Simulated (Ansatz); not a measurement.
Geometry relaxation of Zn

System: Zn (1 atom in the cell).
Method: DFT, PBE, PAW with Ansatz's default frozen-core files, scalar-relativistic, no spin polarisation (Ansatz 0.2.0).

The structure was built on a prototype by a generator; it need not be a known phase. It belongs to a series of runs on one base structure; here: sc relaxed under pressure, PAW files. Figures and captions count atoms from 1; the log counts them from 0 in places.

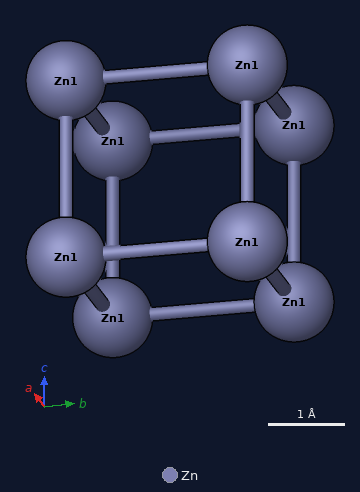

*The input geometry (ball-and-stick view of the cell of the calculation, seen at an oblique angle; atoms are numbered from 1 in the order of the input).*

Results in brief:

| quantity | value |
| --- | --- |
| outcome | converged |
| space group (tolerance 0.01 Å) | Pm-3m (221) |
| electrons treated | 12 |
| free energy | −3318.7712 eV |
| Fermi energy | 9.794 eV |
| pressure | 6.69 GPa |
| final volume | 16.36 Å³ |
| largest force (length of the vector) at the end | under 0.001 eV/Å |
| final cell | a = 2.539 Å, b = 2.539 Å, c = 2.539 Å, α = 90.00°, β = 90.00°, γ = 90.00° |
| hardware | 1 thread of Arm Neoverse V1, 24 GiB of memory available, shared host |
| wall time | 9.2 s |
| peak memory | 0.29 GiB |

Notes:

The cell was relaxed to the target pressure of the input; what is minimised is then the enthalpy E + pV.

Input:
```yaml
crystal:
  lattice:
    - [2.4655554389, 0.0, 0.0]
    - [0.0, 2.4655554389, 0.0]
    - [0.0, 0.0, 2.4655554389]
  atoms:
    - { symbol: Zn, position: [0.0, 0.0, 0.0] }
kpoints:
  mp_grid: { grid: [15, 15, 15] }
scf:
  occupations: { method: fermi_dirac, width: 0.1 }
hamiltonian:
  xc: pbe
  pseudopotentials: { kind: paw }
output:
  forces: true
  stress: true
  eigenvalues: true
  write_density: true
  write_potential: true
  elf: true
  volumetric_format: npy
relax:
  f_tol: 0.005
  max_steps: 40
  cell: { p_target: 6.7, stress_tol: 0.03 }
```

Launched with:
```bash
ansatz run input.yaml --threads 1 --pin off --max-ram 3584MiB --backend cpu --events-out ev --progress --plain --runs-dir out
```

Log:
```
Engine: ansatz 0.2.0, aarch64-unknown-linux-gnu
Pseudopotentials: kind: paw
Pseudopotential: Zn, paw, valence charge 12, recommended cutoff 420 eV (normal), Zn.paw.azcp
Functional definition: PBE
  parameter kappa = 0.804
  parameter beta = 0.06672455060314922
  exchange = pbe_x(kappa = kappa, mu = beta*pi^2/3)
  correlation = pbe_c(beta = beta)
Crystal: 1 atoms, lattice volume = 14.988 Å³
Basis set: ecut = 420 eV, 257 PW (Γ), exchange–correlation on 36×36×36 points (8 copies of the dense FFT grid, shifted against one another)
Bands: 10, of which v1, the nominal top of the filled ones, is band 6 counted from 1 (5 counted from 0)
Symmetry: 48 space group operations
Space group: Pm-3m (ITA 221), of the structure as read, at distance tolerance 2.5e-5 Å
k-points: 120 of 3375
Non-local potential: Zn, projectors of the file, l = 0: 2, l = 1: 2, l = 2: 3, l = 3: 1
PAW form: soft (Blöchl's): semilocal exchange-correlation on the pseudo side does not see the compensation charge
PAW one-centre angular grid: Zn, 590 points (default); XC on 64 Gauss nodes
Initial density: superposition of atomic densities (neutral atoms: chi_scale 0, normalization atom), corrected by the library's trained network
Initial wavefunctions: pseudopotential atomic-orbital guess
Functional: x = pbe(κ = 0.804, μ = 0.2195149727645171), c = pbe(β = 0.06672455060314922)
SCF iter   1: F=—  HF=-3318.680744 eV  |F-HF|=—  |Δ(HF+E_count)|=         —  Δρ=3.47e-3  dr2=1.29e-3  ethr=1.77e-3  ⟨swp⟩=4.8  Hψ=7752  notcnv=0
preconditioner: auto → none  [metal: Δε(μ)=0.131 eV  Ē_g=17.893 eV  σ=0.100 eV  W_gap=0.29  n_scr=6 (ndim 8)  ℏωp=33.2 eV  f_vac=0.000  D(μ)=0.33/eV (n_scr^D=0)  sad-step TF]
SCF iter   2: F=—  HF=-3318.680419 eV  |F-HF|=—  |Δ(HF+E_count)|=   3.25e-4  Δρ=1.34e-3  dr2=8.49e-5  ethr=1.07e-5  ⟨swp⟩=2.2  Hψ=2799  notcnv=0
SCF iter   3: F=—  HF=-3318.680294 eV  |F-HF|=—  |Δ(HF+E_count)|=   1.25e-4  Δρ=4.46e-4  dr2=1.74e-5  ethr=7.08e-7  ⟨swp⟩=2.0  Hψ=1894  notcnv=0
SCF iter   4: F=—  HF=-3318.680300 eV  |F-HF|=—  |Δ(HF+E_count)|=   5.21e-6  Δρ=1.08e-4  dr2=5.52e-7  ethr=1.45e-7  ⟨swp⟩=2.0  Hψ=1838  notcnv=0
SCF iter   5: F=—  HF=-3318.680301 eV  |F-HF|=—  |Δ(HF+E_count)|=   1.72e-6  Δρ=1.05e-4  dr2=8.53e-7  ethr=4.60e-9  ⟨swp⟩=2.0  Hψ=1917  notcnv=0
SCF iter   6: F=-3318.680301 eV  HF=-3318.680301 eV  |F-HF|=7.05e-8  |Δ(HF+E_count)|=   2.54e-7  Δρ=2.72e-5  dr2=5.88e-8  ethr=8.33e-10  ⟨swp⟩=5.9  Hψ=6812  notcnv=0
SCF 1 converged in 6 iterations: F = -3318.680301 eV  dr2 = 5.88e-8
  greatest PAW one-centre occupation: 0.983 electrons in one spin orbital (limit 2), on the Zn atom at site 0 (counted from 0), in its partial waves of l = 2
relax step   1: F+E_penalty+E_count = -3318.68030096 eV  Δ(F+E_penalty+E_count) = +0.000e0 eV  max|allowed force component| = 0.000e0 eV/Å  Δτ_max = 0.0000 Å  P = +15.216 GPa  Ω = 14.988 Å³  (6 SCF iters, dr2 threshold 1.00e-7 eV, accepted)
Crystal: 1 atoms, lattice volume = 15.748 Å³
Basis set: ecut = 420 eV, 305 PW (Γ), exchange–correlation on 36×36×36 points (8 copies of the dense FFT grid, shifted against one another)
Initial density: handed on by an earlier stage of this run
Initial wavefunctions: those handed on with the density
iter 1 solved again at ethr=2.40e-5 eV; its pass at ethr=3.10e-3 eV (dr2=2.88e-3 eV) is discarded
SCF iter   1: F=—  HF=-3318.739981 eV  |F-HF|=—  |Δ(HF+E_count)|=         —  Δρ=5.37e-3  dr2=2.99e-3  ethr=2.40e-5  ⟨swp⟩=1.5  Hψ=11892  notcnv=0
preconditioner: auto → none  [metal: Δε(μ)=0.122 eV  Ē_g=17.465 eV  σ=0.100 eV  W_gap=0.28  n_scr=6 (ndim 8)  ℏωp=32.4 eV  f_vac=0.000  D(μ)=0.35/eV (n_scr^D=0)]
SCF iter   2: F=—  HF=-3318.739278 eV  |F-HF|=—  |Δ(HF+E_count)|=   7.02e-4  Δρ=2.08e-3  dr2=2.89e-4  ethr=2.40e-5  ⟨swp⟩=2.0  Hψ=2206  notcnv=0
SCF iter   3: F=—  HF=-3318.738958 eV  |F-HF|=—  |Δ(HF+E_count)|=   3.20e-4  Δρ=6.36e-4  dr2=5.18e-5  ethr=2.41e-6  ⟨swp⟩=2.0  Hψ=1909  notcnv=0
SCF iter   4: F=—  HF=-3318.738933 eV  |F-HF|=—  |Δ(HF+E_count)|=   2.49e-5  Δρ=6.99e-5  dr2=4.19e-7  ethr=4.32e-7  ⟨swp⟩=2.2  Hψ=2001  notcnv=0
SCF iter   5: F=-3318.738934 eV  HF=-3318.738934 eV  |F-HF|=1.28e-8  |Δ(HF+E_count)|=   5.25e-7  Δρ=1.04e-5  dr2=4.86e-9  ethr=8.33e-10  ⟨swp⟩=9.8  Hψ=9451  notcnv=0
SCF 2 converged in 5 iterations: F = -3318.738934 eV  dr2 = 4.86e-9
relax step   2: F+E_penalty+E_count = -3318.73893363 eV  Δ(F+E_penalty+E_count) = -5.863e-2 eV  max|allowed force component| = 0.000e0 eV/Å  Δτ_max = 0.0000 Å  P = +10.018 GPa  Ω = 15.748 Å³  energy of the carried Pulay correction = -6.502e-4 eV  (5 SCF iters, dr2 threshold 1.00e-7 eV, accepted)
Crystal: 1 atoms, lattice volume = 16.274 Å³
iter 1 solved again at ethr=9.38e-6 eV; its pass at ethr=3.10e-3 eV (dr2=1.13e-3 eV) is discarded
SCF iter   1: F=—  HF=-3318.766947 eV  |F-HF|=—  |Δ(HF+E_count)|=         —  Δρ=3.36e-3  dr2=1.21e-3  ethr=9.38e-6  ⟨swp⟩=1.8  Hψ=11756  notcnv=0
preconditioner: auto → none  [metal: Δε(μ)=0.125 eV  Ē_g=17.141 eV  σ=0.100 eV  W_gap=0.29  n_scr=6 (ndim 8)  ℏωp=31.9 eV  f_vac=0.000  D(μ)=0.36/eV (n_scr^D=0)]
SCF iter   2: F=—  HF=-3318.766665 eV  |F-HF|=—  |Δ(HF+E_count)|=   2.82e-4  Δρ=1.29e-3  dr2=1.15e-4  ethr=9.38e-6  ⟨swp⟩=2.0  Hψ=1892  notcnv=0
SCF iter   3: F=—  HF=-3318.766538 eV  |F-HF|=—  |Δ(HF+E_count)|=   1.27e-4  Δρ=3.96e-4  dr2=2.09e-5  ethr=9.54e-7  ⟨swp⟩=2.0  Hψ=1908  notcnv=0
SCF iter   4: F=—  HF=-3318.766527 eV  |F-HF|=—  |Δ(HF+E_count)|=   1.09e-5  Δρ=4.59e-5  dr2=2.26e-7  ethr=1.74e-7  ⟨swp⟩=2.1  Hψ=1924  notcnv=0
SCF iter   5: F=-3318.766527 eV  HF=-3318.766527 eV  |F-HF|=6.31e-10  |Δ(HF+E_count)|=   9.44e-8  Δρ=1.05e-5  dr2=6.66e-9  ethr=8.33e-10  ⟨swp⟩=10.1  Hψ=9511  notcnv=0
SCF 3 converged in 5 iterations: F = -3318.766527 eV  dr2 = 6.66e-9
relax step   3: F+E_penalty+E_count = -3318.76652674 eV  Δ(F+E_penalty+E_count) = -2.759e-2 eV  max|allowed force component| = 0.000e0 eV/Å  Δτ_max = 0.0000 Å  P = +7.131 GPa  Ω = 16.274 Å³  energy of the carried Pulay correction = -1.082e-3 eV  (5 SCF iters, dr2 threshold 1.00e-7 eV, accepted)
Crystal: 1 atoms, lattice volume = 16.360 Å³
iter 1 solved again at ethr=3.30e-7 eV; its pass at ethr=3.10e-3 eV (dr2=3.96e-5 eV) is discarded
SCF iter   1: F=—  HF=-3318.770180 eV  |F-HF|=—  |Δ(HF+E_count)|=         —  Δρ=5.06e-4  dr2=2.79e-5  ethr=3.30e-7  ⟨swp⟩=2.0  Hψ=11021  notcnv=0
preconditioner: auto → none  [metal: Δε(μ)=0.127 eV  Ē_g=17.055 eV  σ=0.100 eV  W_gap=0.29  n_scr=6 (ndim 8)  ℏωp=31.8 eV  f_vac=0.000  D(μ)=0.36/eV (n_scr^D=0)]
SCF iter   2: F=—  HF=-3318.770172 eV  |F-HF|=—  |Δ(HF+E_count)|=   7.73e-6  Δρ=1.85e-4  dr2=2.31e-6  ethr=2.32e-7  ⟨swp⟩=2.1  Hψ=1861  notcnv=0
SCF iter   3: F=—  HF=-3318.770169 eV  |F-HF|=—  |Δ(HF+E_count)|=   2.65e-6  Δρ=6.12e-5  dr2=5.00e-7  ethr=1.92e-8  ⟨swp⟩=2.0  Hψ=1910  notcnv=0
SCF iter   4: F=-3318.770169 eV  HF=-3318.770169 eV  |F-HF|=1.47e-9  |Δ(HF+E_count)|=   2.44e-7  Δρ=7.42e-6  dr2=5.38e-9  ethr=8.33e-10  ⟨swp⟩=6.1  Hψ=7209  notcnv=0
SCF 4 converged in 4 iterations: F = -3318.770169 eV  dr2 = 5.38e-9
relax step   4: F+E_penalty+E_count = -3318.77016919 eV  Δ(F+E_penalty+E_count) = -3.642e-3 eV  max|allowed force component| = 0.000e0 eV/Å  Δτ_max = 0.0000 Å  P = +6.707 GPa  Ω = 16.360 Å³  energy of the carried Pulay correction = -1.151e-3 eV  (4 SCF iters, dr2 threshold 1.00e-7 eV, accepted)
Initial wavefunctions: pseudopotential atomic-orbital guess (no wavefunctions were taken with the density)
iter 1 solved again at ethr=2.56e-6 eV; its pass at ethr=3.10e-3 eV (dr2=3.07e-4 eV) is discarded
SCF iter   1: F=—  HF=-3318.770166 eV  |F-HF|=—  |Δ(HF+E_count)|=         —  Δρ=1.10e-3  dr2=5.17e-6  ethr=2.56e-6  ⟨swp⟩=2.1  Hψ=10527  notcnv=0
preconditioner: auto → none  [metal: Δε(μ)=0.127 eV  Ē_g=17.047 eV  σ=0.100 eV  W_gap=0.29  n_scr=6 (ndim 8)  ℏωp=31.8 eV  f_vac=0.000  D(μ)=0.36/eV (n_scr^D=0)]
SCF iter   2: F=—  HF=-3318.770988 eV  |F-HF|=—  |Δ(HF+E_count)|=   8.22e-4  Δρ=5.80e-4  dr2=4.12e-6  ethr=4.31e-8  ⟨swp⟩=2.0  Hψ=1922  notcnv=0
SCF iter   3: F=—  HF=-3318.771214 eV  |F-HF|=—  |Δ(HF+E_count)|=   2.26e-4  Δρ=2.02e-4  dr2=8.53e-7  ethr=3.43e-8  ⟨swp⟩=2.1  Hψ=1914  notcnv=0
SCF iter   4: F=—  HF=-3318.771242 eV  |F-HF|=—  |Δ(HF+E_count)|=   2.80e-5  Δρ=3.21e-5  dr2=9.06e-9  ethr=7.11e-9  ⟨swp⟩=2.0  Hψ=1862  notcnv=0
SCF iter   5: F=—  HF=-3318.771243 eV  |F-HF|=—  |Δ(HF+E_count)|=   8.09e-7  Δρ=3.40e-6  dr2=3.51e-10  ethr=7.55e-11  ⟨swp⟩=2.2  Hψ=1932  notcnv=0
SCF iter   6: F=—  HF=-3318.771243 eV  |F-HF|=—  |Δ(HF+E_count)|=   8.46e-9  Δρ=1.47e-7  dr2=3.92e-12  ethr=2.93e-12  ⟨swp⟩=1.2  Hψ=1312  notcnv=0
SCF iter   7: F=-3318.771243 eV  HF=-3318.771243 eV  |F-HF|=4.55e-13  |Δ(HF+E_count)|=  3.64e-12  Δρ=8.98e-9  dr2=5.39e-15  ethr=1.00e-12  ⟨swp⟩=4.9  Hψ=4381  notcnv=0
SCF 5 converged in 7 iterations: F = -3318.771243 eV  dr2 = 5.39e-15
relax step   5: F+E_penalty+E_count = -3318.77124301 eV  Δ(F+E_penalty+E_count) = -1.074e-3 eV  max|allowed force component| = 0.000e0 eV/Å  Δτ_max = 0.0000 Å  P = +6.688 GPa  Ω = 16.360 Å³  stress off target by 1.23e-2 GPa  SCF on the basis re-selected at this cell (its energy is not comparable with the rows above)  (7 SCF iters)
```

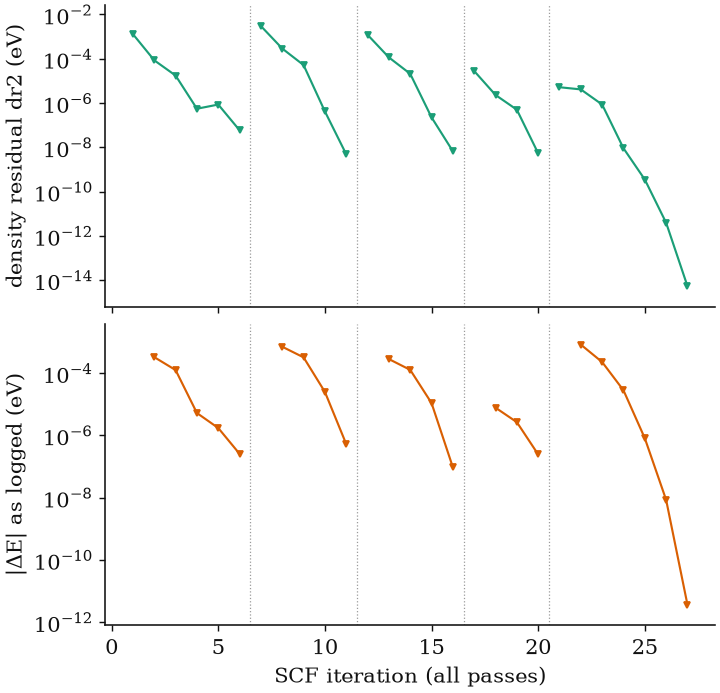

*Convergence of the self-consistent field: density residual dr2 and size of the energy change against the SCF iteration. The dotted lines part the SCF passes of the relaxation: geometry steps, rejected trials and re-solves on a re-selected basis.*

The 5 passes take 4 to 7 iterations each, 27 in all.

```
basis re-selected at this cell: Δ(F+E_penalty+E_count) = -1.074e-3 eV, ΔP = -0.019 GPa vs the last step (what re-selecting the basis moved, of the pressure what is left beyond the Pulay correction that the steps carried, after the strain that the cell walked since its last selection, with what the two solves' SCF thresholds leave and, on support functions, any second-order correction that the steps lacked; it is no measure of the basis error at this ecutwfc). This SCF's stress stands 1.23e-2 GPa from its target on what of the cell is left free (relax.cell.stress_tol is 3.00e-2 GPa) and its largest allowed force component is 0.00e0 eV/Å (relax.f_tol is 5.00e-3 eV/Å): within both
SCF converged after 7 iterations
Free energy (F): -3318.771243 eV
Harris-Foulkes:  -3318.771243 eV  (|F-HF|=4.55e-13)
Internal energy: -3318.759465 eV  (E = F + TS)
E sigma→0 (E₀):  -3318.765354 eV
Entropy (-TS):   -0.011778 eV (-11.778 meV/atom)
Fermi energy:    9.793835 eV
--- Per-component energies (eV) ---
  E_band       = 36.079794
  E_kinetic    = 131.259974
  E_local      = -1616.554735  (includes V_loc(G=0)·N_el)
  E_nonlocal   = 609.800891
  E_hartree    = 677.093737
  E_xc         = -137.893802
  E_vxc        = -52.765836  (∫ρ·V_xc dr)
  E_paw        = -1823.698622  (= ΣΔE_a)
  E_vpaw       = -389.847625  (= ΣTr[D̂ρ^β])
  E_aug_tail   = -0.000348  (compensation charges beyond the density's cutoff)
  E_ewald      = -1158.766559
  E_smearing   = -0.011778  (= −TS)
  E_closure    = 0.000000  (closes the sum)
  Σ components = -3318.771243   (vs F -3318.771243, Δ=0.00e0)
--- Forces (eV/Å), atoms counted from 1 ---
  atom   1  Zn     0.00000000    -0.00000000     0.00000000
  max |Σ_I F_I| component: 7.19e-33 eV/Å
--- Stress (GPa, compression-positive) ---
        6.687702       0.000000       0.000000
        0.000000       6.687702      -0.000000
        0.000000       0.000000       6.687702
  P = ⅓ Tr σ = 6.6877 GPa (66.877 kbar)
--- Band table (eV; the first three rows and the last of 120) ---
  k-point 0: bands = ["0.1069", "1.5923", "1.5923", "2.9874", "2.9874", "2.9874", "22.8303", "22.8303", "22.8303", "25.7579"]
  k-point 1: bands = ["0.2128", "1.5988", "1.6241", "2.9690", "2.9690", "2.9890", "21.1846", "22.9560", "22.9560", "25.8246"]
  k-point 2: bands = ["0.5180", "1.6174", "1.7283", "2.9173", "2.9173", "2.9933", "18.6576", "23.3291", "23.3291", "26.0413"]
  k-point 119: bands = ["1.8990", "1.9095", "1.9095", "3.3079", "3.3079", "14.9854", "15.6799", "15.6799", "20.0198", "21.1324"]
--- Relaxed structure (4 steps of the walk, 4 accepted, 1 SCFs on fresh bases) ---
  F+E_penalty+E_count = -3318.77124301 eV   max|allowed force component| = 0.000e0 eV/Å   (the final SCF, on the basis selected at the relaxed cell)
  cell:  # Å, volume = 16.3599 Å³
    - [2.5385937996383117, -6.9012489673875946e-34, 1.1234591342258874e-34]
    - [-5.617295671129438e-34, 2.5385937996383117, 1.0271626370065257e-33]
    - [2.407412430484045e-34, 1.0271626370065257e-33, 2.538593799638311]
  atoms:
    - { symbol: Zn, position: [0.0, 0.0, 0.0] }
```

File rho_z.tsv:
```
# z_ang	rho[e/angstrom^3]
# format = ansatz-planar-average/11
# lattice	2.538593800	-0.000000000	0.000000000
# lattice	-0.000000000	2.538593800	0.000000000
# lattice	0.000000000	0.000000000	2.538593800
# sites	1
# site	30	0.000000000	0.000000000	0.000000000
0.000000	2.487922e0
0.141033	2.089875e0
0.282066	1.304819e0
0.423099	7.109283e-1
0.564132	4.129758e-1
0.705165	2.743230e-1
0.846198	1.998332e-1
0.987231	1.590046e-1
1.128264	1.391724e-1
1.269297	1.332603e-1
1.410330	1.391724e-1
1.551363	1.590046e-1
1.692396	1.998332e-1
1.833429	2.743230e-1
1.974462	4.129758e-1
2.115495	7.109283e-1
2.256528	1.304819e0
2.397561	2.089875e0
```

File v_z.tsv:
```
# z_ang	v_es[eV]	v_tot[eV]
# format = ansatz-planar-average/11
# xc	pbe
# density_cutoff_ev	1680
# datasets	Zn=:simpson_from_first_knot:soft
# lattice	2.538593800	-0.000000000	0.000000000
# lattice	-0.000000000	2.538593800	0.000000000
# lattice	0.000000000	0.000000000	2.538593800
# sites	1
# site	30	0.000000000	0.000000000	0.000000000
0.000000	-3.965899e0	-1.815922e1
0.141033	-3.444629e0	-1.740808e1
0.282066	-1.941437e0	-1.522824e1
0.423099	3.232335e-1	-1.190444e1
0.564132	3.052080e0	-7.905280e0
0.705165	5.960414e0	-3.840500e0
0.846198	8.609652e0	-4.028634e-1
0.987231	1.032482e1	1.770424e0
1.128264	1.103756e1	2.658192e0
1.269297	1.124621e1	2.873674e0
1.410330	1.103756e1	2.658192e0
1.551363	1.032482e1	1.770424e0
1.692396	8.609652e0	-4.028634e-1
1.833429	5.960414e0	-3.840500e0
1.974462	3.052080e0	-7.905280e0
2.115495	3.232335e-1	-1.190444e1
2.256528	-1.941437e0	-1.522824e1
2.397561	-3.444629e0	-1.740808e1
```

Trajectory as extended XYZ (Å, eV, eV/Å), 5 frames, from step=1 to step=5:
```
1
Lattice="2.4656 0.0000 0.0000 0.0000 2.4656 0.0000 0.0000 0.0000 2.4656" Properties=species:S:1:pos:R:3:forces:R:3 step=1 energy=-3318.68030 pressure_GPa=15.22
Zn    0.0000    0.0000    0.0000    0.0000   0.0000   0.0000
1
Lattice="2.5065 0.0000 0.0000 0.0000 2.5065 0.0000 0.0000 0.0000 2.5065" Properties=species:S:1:pos:R:3:forces:R:3 step=2 energy=-3318.73893 pressure_GPa=10.02
Zn    0.0000    0.0000    0.0000    0.0000   0.0000   0.0000
1
Lattice="2.5341 0.0000 0.0000 0.0000 2.5341 0.0000 0.0000 0.0000 2.5341" Properties=species:S:1:pos:R:3:forces:R:3 step=3 energy=-3318.76653 pressure_GPa=7.13
Zn    0.0000    0.0000    0.0000    0.0000   0.0000   0.0000
1
Lattice="2.5386 0.0000 0.0000 0.0000 2.5386 0.0000 0.0000 0.0000 2.5386" Properties=species:S:1:pos:R:3:forces:R:3 step=4 energy=-3318.77017 pressure_GPa=6.71
Zn    0.0000    0.0000    0.0000    0.0000   0.0000   0.0000
1
Lattice="2.5386 0.0000 0.0000 0.0000 2.5386 0.0000 0.0000 0.0000 2.5386" Properties=species:S:1:pos:R:3:forces:R:3 step=5 energy=-3318.77124 pressure_GPa=6.69
Zn    0.0000    0.0000    0.0000    0.0000   0.0000   0.0000
```

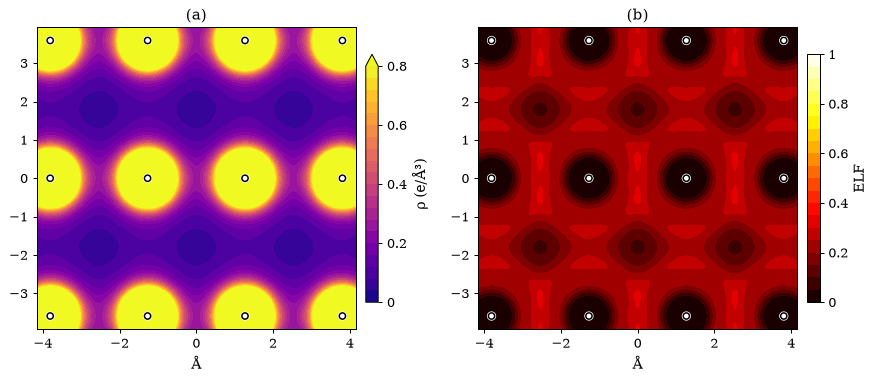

*(a) valence electron density; (b) electron localisation function on the (110) plane of the conventional cell. Circles mark the nuclei in the plane (Zn).*

Zn–Zn (2.54 Å): ρ at the midpoint is about 0.26 e/Å³; the ELF is about 0.30 at the midpoint; no localised pair between them. Away from the nuclei the density in this plane falls to 0.06 e/Å³ at its lowest. In a PAW calculation such maps are meaningful between the atoms, not at the nuclei.
